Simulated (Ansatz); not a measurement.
## Single-point calculation of InSb (part 2 of 2)

InSb (slab, 10 atoms in the cell); DFT r2SCAN, scalar-relativistic, plane waves, PAW, spin-polarised (Ansatz 0.2.0); cutoff 500 eV, 8×6×1 k-mesh, Gaussian smearing of 0.1 eV, collinear spins. The structure derives from an entry of the Crystallography Open Database. It belongs to a series of runs on one base structure; here: spin: collinear.

Geometry of the input (Å; fractional positions):
```
4.6352  0.0000  0.0000
0.0000  6.5552  0.0000
0.0000  0.0000  24.2704
In 0.5000  0.5000  0.3090
Sb 0.0000  0.2500  0.3090
In 0.0000  0.0000  0.4045
Sb 0.5000  0.7500  0.4045
In 0.5000  0.5000  0.5000
Sb 0.0000  0.2500  0.5000
In 0.0000  0.0000  0.5955
Sb 0.5000  0.7500  0.5955
In 0.5000  0.5000  0.6910
Sb 0.0000  0.2500  0.6910
```

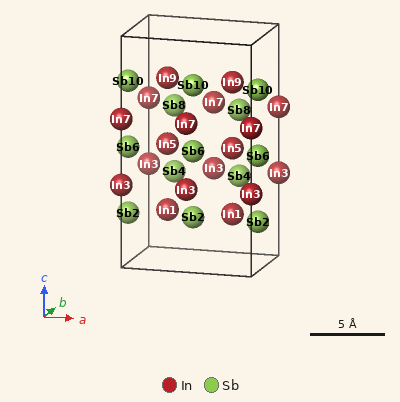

Fig. 1: The input geometry (spheres-only view of the 2 × 1 repeat of the cell, with the vacuum cut short, seen slightly off an axis; atoms are numbered from 1 in the order of the input). An atom can appear more than once, as a periodic image.

```
WARN: the starting moments were not kept: the SCF closed with an absolute magnetisation of 6.8e-5 μB, where they sum to 4 μB in size (4 sites). That is at most 0.1 of that sum. Measured as dr2_m measures the in/out step, that magnetisation stands 9.1e-11 eV from none, at or under the dr2_threshold of 1.0e-7 eV: it is no larger than a step whose dr2_m would equal this threshold. The system may hold no moment; this SCF shows only that its start led to no more than that. To try another start: raise the starting moments (crystal.atoms[].spin, magnetization.per_species, magnetization.initial_magnetization, or on a non-collinear deck that types none of these the spinor_matrix: blocks that start its atoms; where the total moment is fixed, keep their sum and leave initial_magnetization as it is; typed ones take the place of any that the run laid by itself, positive ones on a crystal's lanthanoids without a Hubbard term where scf.initial_density.shell_occupations: [] is typed) or, if the notice of its spin-set hold's release reads "site moments contracting" or "site moments show no strong build", lengthen the hold (scf.mixing.spin_hold: { on: { confirm: 4 } }; for m-r²SCAN on two components see the key's manual first). Each may lead to a state that holds a moment. A second SCF, from the converged charge density, with the starting moments and any scf.initial_density.shell_occupations laid on it anew, would have followed, and was not run: the deck does not ask for one (magnetization.retry_lost_moments is false, the default). To let it run, set magnetization.retry_lost_moments: true and run the deck again, where that key's refused combinations let it; where memory then withholds it, that run's warning says so.
this state was not tested for a lower state beside it, because the mixer in use, unlike msr1, does not test its closes by its own steps (another_mixer; see scf.mixing.algorithm and scf.lower_state_search)
SCF converged after 18 iterations
Magnetization: -0.0000 μB (70.0000 up, 70.0000 down)
Absolute magnetization: 0.0001 μB (∫|ρ↑−ρ↓|, with the PAW one-centre terms)
Spin contamination: 0.0000 ħ² per cell (⟨S²⟩ above its minimum at these occupations)
Per-site moments (μB) at R_I (Å): [(3.1684046999794566e-6, 1.1708669185413743), (-6.081007833070877e-6, 1.1708669185413743), (7.161403717449202e-7, 1.1708669185413743), (-1.2254343300689986e-6, 1.1708669185413743), (6.178938463414456e-7, 1.1708669190793084), (-2.424767389665448e-6, 1.1708669190793084), (6.297920747368398e-7, 1.170866918541374), (-1.1452330161588657e-6, 1.170866918541374), (2.9517035423060207e-6, 1.170866918541374), (-5.569314841095772e-6, 1.170866918541374)]
Free energy (F): -60554.191930 eV
Harris-Foulkes:  -60554.191930 eV  (|F-HF|=4.37e-10)
Internal energy: -60554.184457 eV  (E = F + TS)
E sigma→0 (E₀):  -60554.188194 eV
Entropy (-TS):   -0.007473 eV (-0.747 meV/atom)
Fermi energy:    0.846274 eV
Dipole field:    D = 0.000000 V/Å  (p = 0.000000 e·Å, saw-weighted, corrected)
Work function:   Φ+ = 4.5635 eV   Φ− = 4.5635 eV
Levels:          The Fermi level and band energies are counted from a zero that moves with the ramp; work functions are not
--- Per-component energies (eV) ---
  E_band       = -2267.522782
  E_kinetic    = 2239.127764
  E_local      = -82563.465080  (includes V_loc(G=0)·N_el)
  E_nonlocal   = 3654.497606
  E_hartree    = 39735.771835
  E_xc         = -1635.818031
  E_vxc        = -1040.771998  (∫ρ·V_xc dr)
  E_paw        = -43932.879027  (= ΣΔE_a)
  E_vpaw       = -4101.184656  (= ΣTr[D̂ρ^β])
  E_aug_tail   = 0.000035  (compensation charges beyond the density's cutoff)
  E_vtau       = 72.730354  (kinetic-family band-sum trace: ∫τ·v_τ [+ j·A + Jᵃ·Aᵃ] dr)
  E_efield     = 0.000000  (sawtooth field / dipole correction)
  E_vefield    = 0.000000  (∫n·V_field dr)
  E_ewald      = 21941.222525
  E_core_change = 7.357914  (= ΣΔE_core)
  E_smearing   = -0.007473  (= −TS)
  E_closure    = -0.000000  (closes the sum)
  Σ components = -60554.191930   (vs F -60554.191930, Δ=0.00e0)
--- Forces (eV/Å), atoms counted from 1 ---
  atom   1  In     0.00000000    -0.78272317     0.89794097
  atom   2  Sb     0.00000000     0.11800488    -1.06535617
  atom   3  In     0.00000000     0.33836334     0.18006735
  atom   4  Sb     0.00000000     0.49058801    -0.25621473
  atom   5  In     0.00000000    -0.37393670    -0.00000001
  atom   6  Sb     0.00000000     0.04547043    -0.00000014
  atom   7  In     0.00000000     0.33836333    -0.18006736
  atom   8  Sb     0.00000000     0.49058803     0.25621451
  atom   9  In     0.00000000    -0.78272317    -0.89794098
  atom  10  Sb     0.00000000     0.11800486     1.06535609
  max |Σ_I F_I| component: 4.67e-7 eV/Å
--- Stress (GPa, compression-positive) ---
       -0.383075       0.000000       0.000000
        0.000000      -0.417675      -0.000000
        0.000000      -0.000000       0.413894
  P = ⅓ Tr σ = -0.1290 GPa (-1.290 kbar)
--- Band table (eV; the first three rows and the last of 40) ---
  k-point 0 ↑: bands = ["-28.5492", "-28.5485", "-28.5384", "-28.5378", "-28.5301", "-28.5300", "-28.5182", "-28.5181", "-28.5094", "-28.5093", "-28.3753", "-28.3680", "-28.3605", "-28.3457", "-28.3428", "-28.0401", "-28.0401", "-28.0378", "-28.0378", "-27.9237", "-27.9237", "-27.9103", "-27.9103", "-27.8793", "-27.8793", "-14.4612", "-14.4604", "-14.4513", "-14.4500", "-14.3996", "-14.3996", "-14.3898", "-14.3885", "-14.3429", "-14.3214", "-14.3209", "-14.2996", "-14.2925", "-14.2915", "-14.2832", "-14.2273", "-14.2118", "-14.2017", "-14.1807", "-14.1623", "-14.1621", "-14.1226", "-14.1192", "-14.1088", "-14.1063", "-9.8955", "-9.3243", "-8.5339", "-8.0385", "-8.0229", "-5.0125", "-4.6082", "-3.7683", "-2.2260", "-1.9628", "-1.8892", "-1.2519", "-1.0900", "-0.7403", "-0.6071", "-0.1066", "-0.0520", "0.4869", "0.6844", "0.7449", "1.1434", "1.9309", "2.5728", "2.7746", "2.9239", "3.3218", "3.4909", "3.7400", "4.2359", "4.4269", "4.8697", "5.0480", "5.0905", "5.1532", "5.4083", "5.6666", "5.8452"]
  k-point 1 ↑: bands = ["-28.5492", "-28.5485", "-28.5384", "-28.5378", "-28.5301", "-28.5300", "-28.5182", "-28.5181", "-28.5094", "-28.5093", "-28.3753", "-28.3680", "-28.3605", "-28.3457", "-28.3428", "-28.0401", "-28.0401", "-28.0378", "-28.0378", "-27.9237", "-27.9237", "-27.9103", "-27.9103", "-27.8793", "-27.8793", "-14.4614", "-14.4604", "-14.4509", "-14.4498", "-14.3997", "-14.3997", "-14.3890", "-14.3884", "-14.3427", "-14.3210", "-14.3204", "-14.2997", "-14.2925", "-14.2915", "-14.2833", "-14.2290", "-14.2127", "-14.2023", "-14.1812", "-14.1626", "-14.1622", "-14.1224", "-14.1191", "-14.1087", "-14.1061", "-9.8155", "-9.2647", "-8.5430", "-8.2035", "-8.1334", "-4.7434", "-4.5508", "-3.9417", "-2.6143", "-1.7333", "-1.6226", "-1.1621", "-1.1123", "-0.7542", "-0.6760", "-0.0442", "0.1113", "0.3940", "0.5304", "0.7545", "1.3849", "1.6666", "2.5211", "2.6860", "2.8512", "3.2335", "3.3112", "3.8403", "4.5228", "4.7777", "4.7828", "4.9233", "5.0340", "5.4064", "5.5181", "5.6552", "5.7050"]
  k-point 2 ↑: bands = ["-28.5492", "-28.5485", "-28.5384", "-28.5378", "-28.5301", "-28.5300", "-28.5182", "-28.5181", "-28.5094", "-28.5093", "-28.3753", "-28.3680", "-28.3605", "-28.3457", "-28.3428", "-28.0401", "-28.0401", "-28.0378", "-28.0378", "-27.9237", "-27.9237", "-27.9103", "-27.9103", "-27.8793", "-27.8793", "-14.4616", "-14.4605", "-14.4501", "-14.4492", "-14.3997", "-14.3997", "-14.3881", "-14.3874", "-14.3424", "-14.3202", "-14.3192", "-14.2998", "-14.2925", "-14.2914", "-14.2836", "-14.2325", "-14.2145", "-14.2034", "-14.1824", "-14.1636", "-14.1621", "-14.1220", "-14.1190", "-14.1085", "-14.1058", "-9.5840", "-9.1065", "-8.7638", "-8.3897", "-8.3601", "-4.4120", "-4.3760", "-3.8861", "-3.1897", "-2.1107", "-1.1843", "-0.9039", "-0.9010", "-0.4996", "-0.3327", "-0.0770", "0.1086", "0.1612", "0.4012", "0.6156", "1.2615", "1.4103", "2.4914", "2.5906", "2.8330", "3.2030", "3.2882", "3.8683", "4.5824", "4.7957", "5.1066", "5.1225", "5.3664", "5.3920", "5.4491", "5.8338", "6.0251"]
  k-point 19 ↓: bands = ["-28.5484", "-28.5478", "-28.5382", "-28.5375", "-28.5306", "-28.5306", "-28.5187", "-28.5186", "-28.5083", "-28.5082", "-28.3760", "-28.3661", "-28.3606", "-28.3454", "-28.3432", "-28.0388", "-28.0388", "-28.0385", "-28.0385", "-27.9235", "-27.9235", "-27.9107", "-27.9107", "-27.8787", "-27.8787", "-14.4598", "-14.4578", "-14.4348", "-14.4344", "-14.4300", "-14.4300", "-14.3900", "-14.3883", "-14.3537", "-14.3072", "-14.3066", "-14.2941", "-14.2925", "-14.2923", "-14.2885", "-14.2000", "-14.1988", "-14.1953", "-14.1914", "-14.1889", "-14.1658", "-14.1303", "-14.1257", "-14.0992", "-14.0992", "-8.6850", "-8.4718", "-8.3619", "-7.8150", "-7.6856", "-4.9030", "-4.7612", "-4.7326", "-4.6269", "-4.5705", "-1.8455", "-1.7336", "-1.6608", "-1.6185", "-0.9577", "-0.8010", "-0.5800", "-0.5465", "0.1072", "0.7219", "0.7503", "1.5858", "2.8277", "3.3300", "3.8822", "4.4345", "4.5417", "4.8256", "4.8757", "4.9425", "5.3101", "5.3836", "5.4027", "5.7368", "6.0802", "6.3837", "6.5239"]
--- Löwdin populations: 10 sites ---
  site symbol       q [e]    m [muB]
     0     In     12.8012     0.0000
     1     Sb     15.1418    -0.0000
     2     In     13.0052     0.0000
     3     Sb     14.9506    -0.0000
     4     In     12.9802     0.0000
     5     Sb     14.9552    -0.0000
     6     In     13.0052     0.0000
     7     Sb     14.9506    -0.0000
     8     In     12.8012     0.0000
     9     Sb     15.1418    -0.0000
  spilling = 0.001907 (of n_electrons = 140.000000)
```

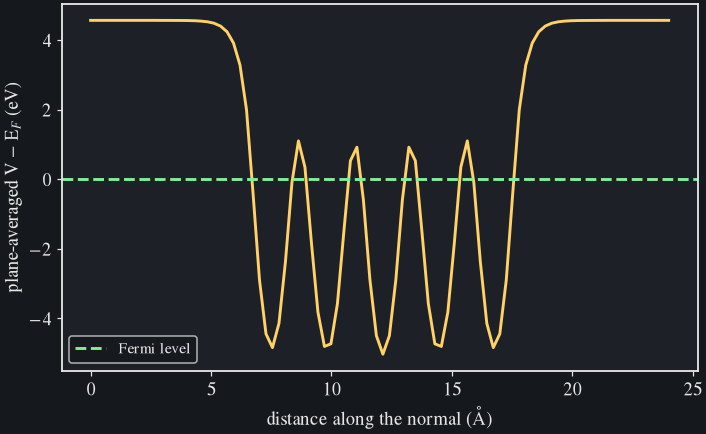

Fig. 2: Plane average of the electrostatic potential energy of an electron across the cell, from the Fermi level. The vacuum level lies 4.56 eV above the Fermi level.

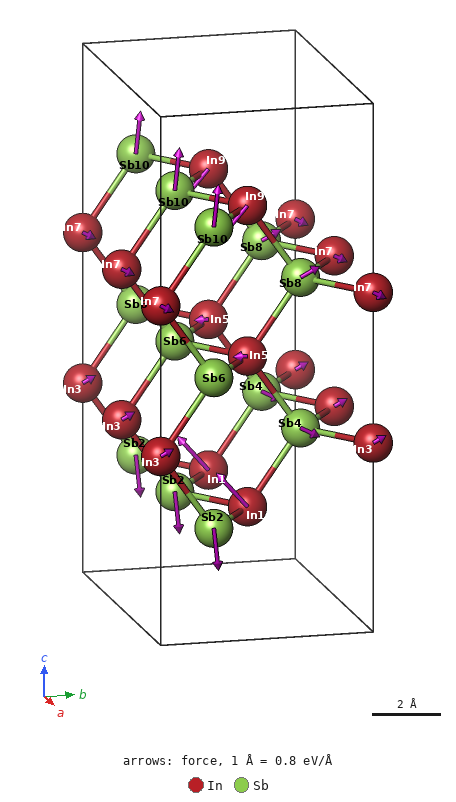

Fig. 3: Forces on the atoms as pink arrows (ball-and-stick view of the 2 × 1 repeat of the cell, with the vacuum cut short, seen slightly off an axis; atoms are numbered from 1 in the order of the input); the smallest are left out. The largest act on In1, In9 (1.19 eV/Å); Sb2, Sb10 (1.07 eV/Å); Sb4, Sb8 (0.55 eV/Å); In3, In7 (0.38 eV/Å), among others. The geometry is not a stationary point of this energy.

## Results in brief

| quantity | value |
| --- | --- |
| outcome | converged |
| electrons treated | 140 |
| free energy | −60554.1919 eV |
| work function, top face | 4.56 eV |
| work function, bottom face | 4.56 eV |
| Fermi energy | 0.846 eV |
| gap on the k-point mesh | none (metallic) |
| net moment of the cell | 0.00 μB |
| integrated absolute moment | 0.00 μB |
| work function (upper face) | 4.56 eV |
| largest force (length of the vector) | 1.191 eV/Å |
| wall time | 3.5 min (CPU time 7 min) |
| peak memory | 3.5 GiB |

## Remarks

The electronic state found may not be the lowest one. Warnings of the run: some starting moments were not kept; the state was not tested for a lower one.
